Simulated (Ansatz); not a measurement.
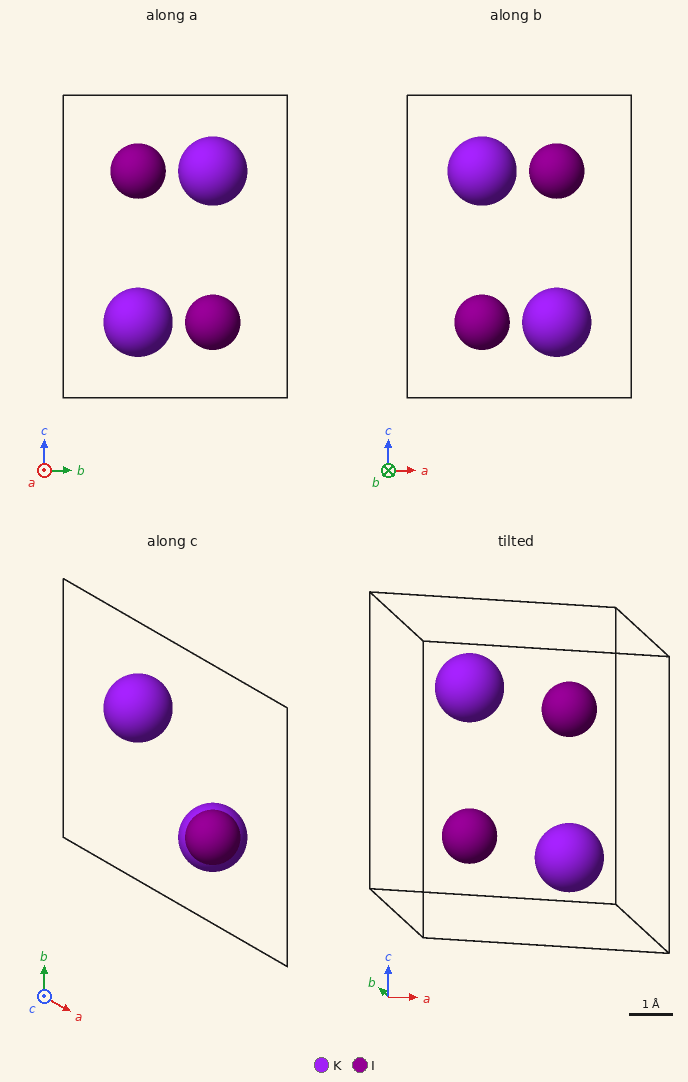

Shown here is a spheres-only view of the crystal, taken along the a axis, along the b axis, along the c axis and slightly off an axis. The edges of the conventional unit cell are marked.

Lattice parameters: a = 6.089 Å, b = 6.089 Å, c = 7.120 Å, α = 90.00°, β = 90.00°, γ = 120.00°. Put a along x and b in the xy plane.

**Record the structure as a POSCAR file.**

```
K I
1.0
     6.089    0.000    0.000
    -3.044    5.273    0.000
     0.000    0.000    7.120
K I
2 2
Direct
  0.3333 0.6667 0.7500
  0.6667 0.3333 0.2500
  0.3333 0.6667 0.2500
  0.6667 0.3333 0.7500
```

The initial geometry was a structure type filled with these elements by a generator (whether the compound takes this form wasn't checked). The final geometry of a relaxation with DFT PBE, scalar-relativistic, plane waves, PAW (Ansatz) is shown.
